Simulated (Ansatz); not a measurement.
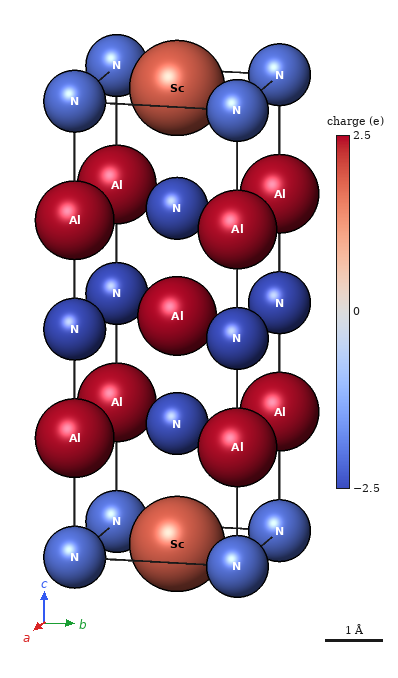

Drawn in the spheres-only manner and seen slightly off an axis. Thin lines show the simulation cell, with boundary atoms drawn in all their periodic places. The atoms of this ScAl3N4 cell are coloured by their Bader charge.

All computed values are from DFT PBE, scalar-relativistic, plane waves, PAW in Ansatz. Settings: an energy cutoff of 420 eV, a 10×10×4 sampling of the Brillouin zone, Gaussian smearing of 0.02 eV, no spin polarisation.

Question: Describe the charge distribution among the elements.

Answer: Most positive: Al; most negative: N. Charges: about Sc +1.8 e; Al +2.4 to +2.5 e; N -2.5 to -2.0 e. The transfer is large, as in an ionic solid.

It derives from a structure type filled with these elements by a generator (whether the compound takes this form wasn't checked). Earlier steps of the study may have refined or changed the cell and positions. It went into a calculation with Ansatz.
